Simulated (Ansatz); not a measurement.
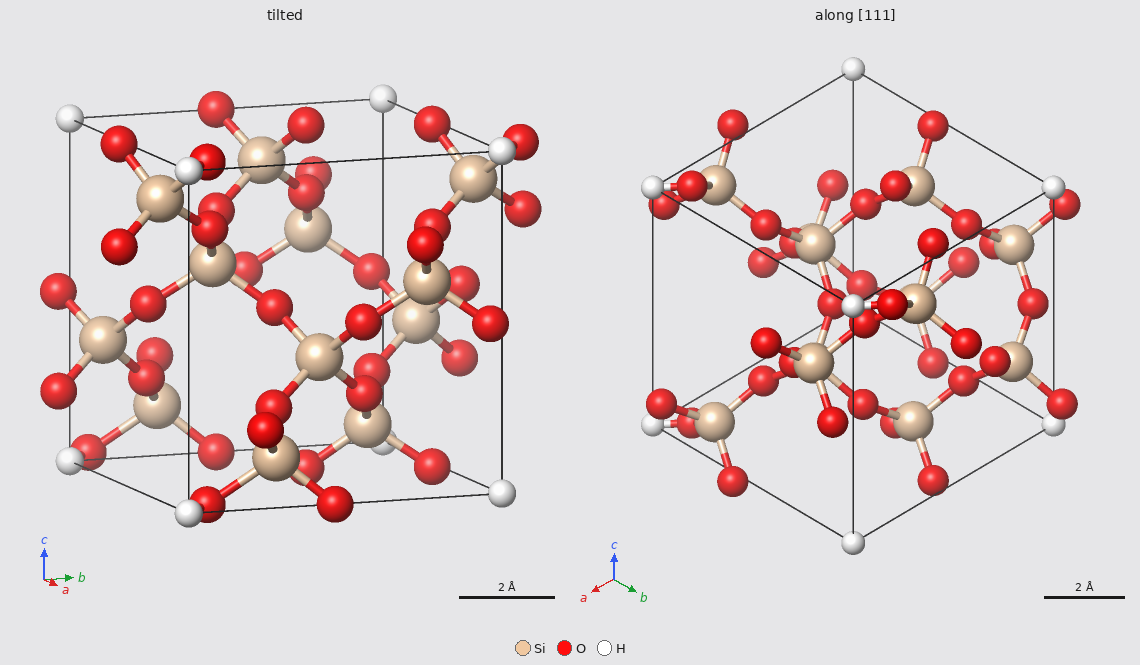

The image is a ball-and-stick drawing of a crystal, viewed slightly off an axis and along [111]. Atoms at the boundary of the simulation cell (the box) are drawn once for each face, edge or corner they touch. Some atoms of the next cells are drawn as well.

Notes on the structure:

The structure is one of Si8HO16. The structure is triclinic, space group P1. Atoms per cell: 25 (8 Si, 1 H, 16 O). About every Si there are four O in a distorted tetrahedral arrangement at about 1.6 to 1.8 Å. The coordination shell of H holds one O at about 1.0 Å. The bonds build a three-dimensional framework.

Source of the structure: a structure listed in the Materials Project, repeated into a supercell with a point defect put in. The atoms were relaxed in a fixed cell with DFT PBE, scalar-relativistic, plane waves, PAW in Ansatz.
